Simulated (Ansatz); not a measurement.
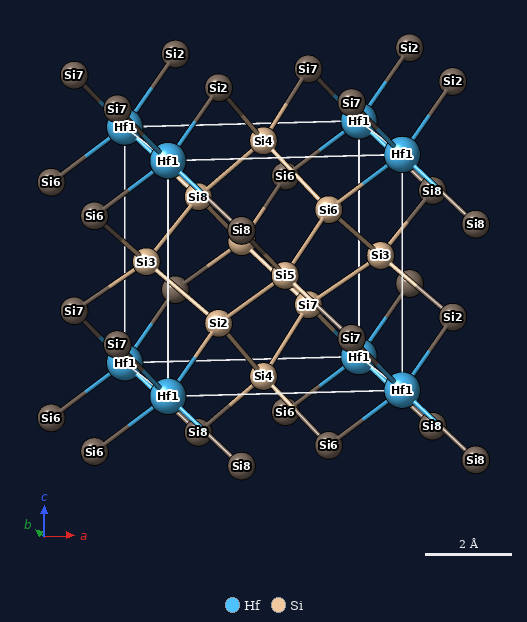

Figure 1. The input geometry of run A (ball-and-stick view of the cell of the calculation, seen slightly off an axis; neighbours outside the cell are drawn fainter; atoms are numbered from 1 in the order of the input). An atom can appear more than once, as a periodic image.

**HfSi₇: a changed input and its effect**

System: HfSi₇ (8 atoms in the cell).
Method of run A: DFT, PBEsol, plane waves, PAW, no spin polarisation (Ansatz 0.2.0).

Text and figures count atoms from 1; the logs count them from 0 in places.

**The input, run A**
```yaml
crystal:
  lattice:
    - [5.5952415373, 0.0, 0.0]
    - [0.0, 5.5952415373, 0.0]
    - [0.0, 0.0, 5.5952415373]
  atoms:
    - { symbol: Hf, position: [0.0, 0.0, 0.0] }
    - { symbol: Si, position: [0.2649317722, 0.2649317722, 0.2649317722] }
    - { symbol: Si, position: [0.0, 0.5, 0.5] }
    - { symbol: Si, position: [0.5, 0.5, 0.0] }
    - { symbol: Si, position: [0.5, 0.0, 0.5] }
    - { symbol: Si, position: [0.7350682278, 0.2649317722, 0.7350682278] }
    - { symbol: Si, position: [0.7350682278, 0.7350682278, 0.2649317722] }
    - { symbol: Si, position: [0.2649317722, 0.7350682278, 0.7350682278] }
basis:
  ecutwfc: 420
kpoints:
  mp_grid: { grid: [6, 6, 6], shift: [0.5, 0.5, 0.5] }
hamiltonian:
  xc: pbesol
scf:
  occupations: { method: gaussian, width: 0.1 }
output:
  forces: true
  eigenvalues: true
  stress: true
```

Command:
```bash
ansatz run input.yaml --threads 4 --pin off --max-ram 12288MiB --backend cpu --events-out ev --progress --plain --runs-dir out
```

Hardware: 4 threads of Arm Neoverse V2, 24 GiB of memory available, shared host.

**Output, shortened to warnings, some set-up lines, iterations and results (run A)**
```
Basis set: ecut = 420 eV, 3407 PW (Γ), exchange–correlation on 80×80×80 points (8 copies of the dense FFT grid, shifted against one another)
Symmetry: 24 space group operations
k-points: 10 of 216 (time reversal used)
Initial density: superposition of atomic densities (neutral atoms: chi_scale 0, normalization atom), corrected by the library's trained network
[...]
SCF iter   1: F=—  HF=-19945.907466 eV  |F-HF|=—  |Δ(HF+E_count)|=         —  Δρ=5.64e-3  dr2=1.14e-1  ethr=1.77e-3  ⟨swp⟩=7.5  Hψ=1647  notcnv=0
SCF iter   2: F=—  HF=-19945.891959 eV  |F-HF|=—  |Δ(HF+E_count)|=   1.55e-2  Δρ=2.43e-3  dr2=8.95e-3  ethr=2.11e-4  ⟨swp⟩=1.9  Hψ=450  notcnv=0  defer=1
SCF iter   3: F=—  HF=-19945.891828 eV  |F-HF|=—  |Δ(HF+E_count)|=   1.32e-4  Δρ=1.13e-3  dr2=2.02e-3  ethr=1.66e-5  ⟨swp⟩=2.0  Hψ=564  notcnv=0
SCF iter   4: F=—  HF=-19945.891514 eV  |F-HF|=—  |Δ(HF+E_count)|=   3.14e-4  Δρ=5.07e-4  dr2=4.85e-4  ethr=3.75e-6  ⟨swp⟩=2.0  Hψ=601  notcnv=0
SCF iter   5: F=—  HF=-19945.891566 eV  |F-HF|=—  |Δ(HF+E_count)|=   5.15e-5  Δρ=1.38e-4  dr2=5.41e-5  ethr=8.97e-7  ⟨swp⟩=2.0  Hψ=560  notcnv=0
SCF iter   6: F=—  HF=-19945.891569 eV  |F-HF|=—  |Δ(HF+E_count)|=   2.98e-6  Δρ=3.41e-5  dr2=2.37e-6  ethr=1.00e-7  ⟨swp⟩=2.0  Hψ=574  notcnv=0
SCF iter   7: F=—  HF=-19945.891569 eV  |F-HF|=—  |Δ(HF+E_count)|=   3.37e-7  Δρ=8.92e-6  dr2=1.38e-7  ethr=4.39e-9  ⟨swp⟩=2.0  Hψ=603  notcnv=0
SCF iter   8: F=-19945.891569 eV  HF=-19945.891569 eV  |F-HF|=3.78e-9  |Δ(HF+E_count)|=   3.41e-9  Δρ=2.95e-6  dr2=1.63e-8  ethr=1.85e-10  ⟨swp⟩=8.1  Hψ=1374  notcnv=0
SCF 1 converged in 8 iterations: F = -19945.891569 eV  dr2 = 1.63e-8
SCF converged after 8 iterations
Free energy (F): -19945.891569 eV
Harris-Foulkes:  -19945.891569 eV  (|F-HF|=3.78e-9)
Internal energy: -19945.887022 eV  (E = F + TS)
E sigma→0 (E₀):  -19945.889295 eV
Entropy (-TS):   -0.004547 eV (-0.568 meV/atom)
Fermi energy:    7.034092 eV
--- Per-component energies (eV) ---
  E_band       = -231.542233
  E_kinetic    = 704.680662
  E_local      = -8624.978587  (includes V_loc(G=0)·N_el)
  E_nonlocal   = -1055.772992
  E_hartree    = 3967.149536
  E_xc         = -678.446202
  E_vxc        = -590.957294  (∫ρ·V_xc dr)
  E_paw        = -10299.912211  (= ΣΔE_a)
  E_vpaw       = 1401.175450  (= ΣTr[D̂ρ^β])
  E_aug_tail   = 0.000043  (compensation charges beyond the density's cutoff)
  E_ewald      = -3960.079287
  E_core_change = 1.472016  (= ΣΔE_core)
  E_smearing   = -0.004547  (= −TS)
  E_closure    = 0.000000  (closes the sum)
  Σ components = -19945.891569   (vs F -19945.891569, Δ=0.00e0)
--- Forces (eV/Å), atoms counted from 1 ---
  atom   1  Hf    -0.00000000     0.00000000     0.00000000
  atom   2  Si     0.00076388     0.00076388     0.00076388
  atom   3  Si    -0.00000000     0.00000000     0.00000000
  atom   4  Si    -0.00000000     0.00000000    -0.00000000
  atom   5  Si    -0.00000000     0.00000000     0.00000000
  atom   6  Si    -0.00076388     0.00076388    -0.00076388
  atom   7  Si    -0.00076388    -0.00076388     0.00076388
  atom   8  Si     0.00076388    -0.00076388    -0.00076388
  max |Σ_I F_I| component: 3.40e-16 eV/Å
--- Stress (GPa, compression-positive) ---
        0.090136      -0.000000       0.000000
       -0.000000       0.090136      -0.000000
       -0.000000      -0.000000       0.090136
  P = ⅓ Tr σ = 0.0901 GPa (0.901 kbar)
```

The input of run B differs as follows (lines with − go, lines with + come):
```diff
-    - [5.5952415373, 0.0, 0.0]
-    - [0.0, 5.5952415373, 0.0]
-    - [0.0, 0.0, 5.5952415373]
+    - [5.7334857981, 0.0, 0.0]
+    - [0.0, 5.7334857981, 0.0]
+    - [0.0, 0.0, 5.7334857981]
-    - { symbol: Si, position: [0.2649317722, 0.2649317722, 0.2649317722] }
+    - { symbol: Si, position: [0.25261521, 0.25261521, 0.25261521] }
-    - { symbol: Si, position: [0.7350682278, 0.2649317722, 0.7350682278] }
-    - { symbol: Si, position: [0.7350682278, 0.7350682278, 0.2649317722] }
-    - { symbol: Si, position: [0.2649317722, 0.7350682278, 0.7350682278] }
+    - { symbol: Si, position: [0.74738479, 0.25261521, 0.74738479] }
+    - { symbol: Si, position: [0.74738479, 0.74738479, 0.25261521] }
+    - { symbol: Si, position: [0.25261521, 0.74738479, 0.74738479] }
-  mp_grid: { grid: [6, 6, 6], shift: [0.5, 0.5, 0.5] }
+  mp_grid: { grid: [4, 4, 4] }
```

What does this change do to the results?

With the same functional and potentials, run B lies 71.9 meV per atom higher (other lines of the input change too). The gap of 0.21 eV on the mesh closes. Between meshes this is a matter of sampling: the true gap is no larger than the smaller value. The pressure goes from 0.09 to −3.48 GPa. The largest force goes from 0.001 to 1.700 eV/Å. The volume per atom goes from 21.90 to 23.56 Å³. The SCF takes 7 iterations against 8. The plane waves at Γ go from 3407 to 3743.

**Output, shortened to warnings, some set-up lines, iterations and results (run B)**
```
Basis set: ecut = 420 eV, 3743 PW (Γ), exchange–correlation on 80×80×80 points (8 copies of the dense FFT grid, shifted against one another)
Symmetry: 24 space group operations
k-points: 10 of 64 (time reversal used)
Initial density: superposition of atomic densities (neutral atoms: chi_scale 0, normalization atom), corrected by the library's trained network
[...]
SCF iter   1: F=—  HF=-19945.319261 eV  |F-HF|=—  |Δ(HF+E_count)|=         —  Δρ=4.60e-3  dr2=4.02e-2  ethr=1.77e-3  ⟨swp⟩=6.9  Hψ=1571  notcnv=0
SCF iter   2: F=—  HF=-19945.316554 eV  |F-HF|=—  |Δ(HF+E_count)|=   2.71e-3  Δρ=2.48e-3  dr2=9.34e-3  ethr=7.45e-5  ⟨swp⟩=1.0  Hψ=430  notcnv=0
SCF iter   3: F=—  HF=-19945.317528 eV  |F-HF|=—  |Δ(HF+E_count)|=   9.74e-4  Δρ=1.01e-3  dr2=2.77e-3  ethr=1.73e-5  ⟨swp⟩=2.0  Hψ=591  notcnv=0
SCF iter   4: F=—  HF=-19945.316424 eV  |F-HF|=—  |Δ(HF+E_count)|=   1.10e-3  Δρ=2.97e-4  dr2=2.28e-4  ethr=5.14e-6  ⟨swp⟩=2.0  Hψ=604  notcnv=0
SCF iter   5: F=—  HF=-19945.316453 eV  |F-HF|=—  |Δ(HF+E_count)|=   2.93e-5  Δρ=1.20e-4  dr2=4.15e-5  ethr=4.23e-7  ⟨swp⟩=2.0  Hψ=420  notcnv=0
SCF iter   6: F=—  HF=-19945.316498 eV  |F-HF|=—  |Δ(HF+E_count)|=   4.50e-5  Δρ=2.42e-5  dr2=1.35e-6  ethr=7.69e-8  ⟨swp⟩=2.2  Hψ=449  notcnv=0
SCF iter   7: F=-19945.316499 eV  HF=-19945.316499 eV  |F-HF|=4.00e-8  |Δ(HF+E_count)|=   9.62e-7  Δρ=5.37e-6  dr2=6.84e-8  ethr=1.85e-10  ⟨swp⟩=6.3  Hψ=1676  notcnv=0
SCF 1 converged in 7 iterations: F = -19945.316499 eV  dr2 = 6.84e-8
SCF converged after 7 iterations
Free energy (F): -19945.316499 eV
Harris-Foulkes:  -19945.316499 eV  (|F-HF|=4.00e-8)
Internal energy: -19945.307695 eV  (E = F + TS)
E sigma→0 (E₀):  -19945.312097 eV
Entropy (-TS):   -0.008804 eV (-1.100 meV/atom)
Fermi energy:    5.970675 eV
--- Per-component energies (eV) ---
  E_band       = -269.093707
  E_kinetic    = 697.222212
  E_local      = -8907.039779  (includes V_loc(G=0)·N_el)
  E_nonlocal   = -1057.717201
  E_hartree    = 4091.962077
  E_xc         = -674.906846
  E_vxc        = -586.328997  (∫ρ·V_xc dr)
  E_paw        = -10299.392550  (= ΣΔE_a)
  E_vpaw       = 1400.840443  (= ΣTr[D̂ρ^β])
  E_aug_tail   = 0.000043  (compensation charges beyond the density's cutoff)
  E_ewald      = -3796.907668
  E_core_change = 1.472016  (= ΣΔE_core)
  E_smearing   = -0.008804  (= −TS)
  E_closure    = -0.000000  (closes the sum)
  Σ components = -19945.316499   (vs F -19945.316499, Δ=0.00e0)
--- Forces (eV/Å), atoms counted from 1 ---
  atom   1  Hf    -0.00000000     0.00000000    -0.00000000
  atom   2  Si     0.98149491     0.98149491     0.98149491
  atom   3  Si    -0.00000000     0.00000000    -0.00000000
  atom   4  Si    -0.00000000    -0.00000000    -0.00000000
  atom   5  Si    -0.00000000     0.00000000     0.00000000
  atom   6  Si    -0.98149491     0.98149491    -0.98149491
  atom   7  Si    -0.98149491    -0.98149491     0.98149491
  atom   8  Si     0.98149491    -0.98149491    -0.98149491
  max |Σ_I F_I| component: 3.33e-16 eV/Å
--- Stress (GPa, compression-positive) ---
       -3.476181      -0.000000       0.000000
        0.000000      -3.476181       0.000000
        0.000000      -0.000000      -3.476181
  P = ⅓ Tr σ = -3.4762 GPa (-34.762 kbar)
```

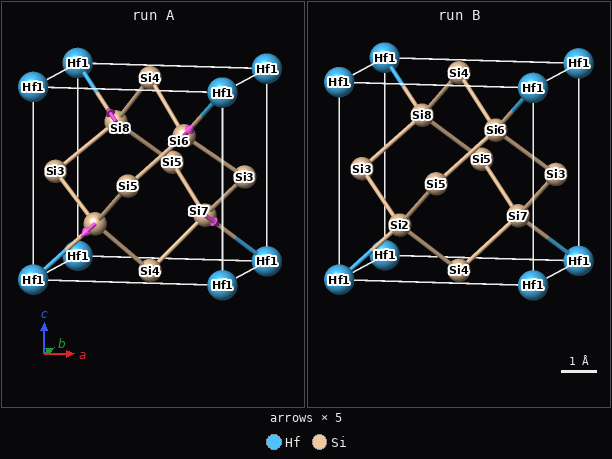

Figure 2. The two input geometries at one scale (ball-and-stick view of the cell of the calculation, seen slightly off an axis). The pink arrows on the first give the shifts of the atoms relative to the cell, magnified 5 times. The largest moves relative to the cell, 0.12 Å, are those of Si2, Si6, Si7 and Si8. Hf stays in place. The volume changes by +7.6 %, with a = b = c 5.595 → 5.733 Å (+2.5 %). Among the contacts that change: Si2–Si3 2.378 → 2.474 Å, Hf1–Si2 2.568 → 2.509 Å.

**The two runs side by side**

| quantity | run A | run B |
| --- | --- | --- |
| outcome | converged | converged |
| free energy per atom (eV) | −2493.2364 | −2493.1646 |
| energy per atom, smearing taken to zero (eV) | −2493.2362 | −2493.1640 |
| gap on the mesh (eV) | 0.21 | 0.00 |
| pressure (GPa) | 0.09 | −3.48 |
| volume per atom (Å³) | 21.90 | 23.56 |
| largest force (eV/Å) | 0.001 | 1.700 |
| SCF iterations | 8 | 7 |
| irreducible k-points | 10 | 10 |
| plane waves at Γ | 3407 | 3743 |
| wall time (shared host) | 1.8 s | 1.5 s |

For both runs: Spin–orbit coupling is left out, which matters for Hf.
